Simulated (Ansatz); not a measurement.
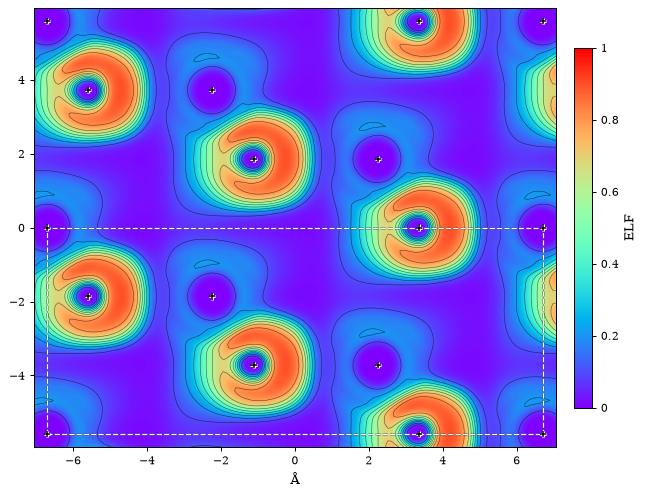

The electron localisation function on a plane through atoms (crosses mark nuclei in the plane).

The calculation used DFT PBE, scalar-relativistic, plane waves, PAW (Ansatz).

Candidates:
A. Cu, a = 2.49 Å, b = 2.49 Å, c = 3.62 Å, α = 90.00°, β = 90.00°, γ = 90.00°. Space group I4/mmm; changed on purpose from its base cell (strain -0.025 along x and y, +0.000 along z, atoms carried along); computed pressure about 10 GPa in this cell; computed without spin polarisation.
B. W, a = 3.18 Å, b = 3.18 Å, c = 3.18 Å, α = 90.00°, β = 90.00°, γ = 90.00°. Space group Im-3m.
C. ZnS, a = 3.22 Å, b = 3.22 Å, c = 13.43 Å, α = 90.00°, β = 90.00°, γ = 120.00°. Space group R3m; not relaxed (largest force 0.8 eV/Å); computed pressure about 18 GPa in this cell.

> Which candidate gave the map?

Candidate C: ZnS on the (110) plane of the conventional cell, which holds Zn and S. Zn–S (2.17 Å): the ELF peaks at about 0.85 in the valence shell of S, 0.8 Å from its nucleus, and is about 0.55 at the midpoint.
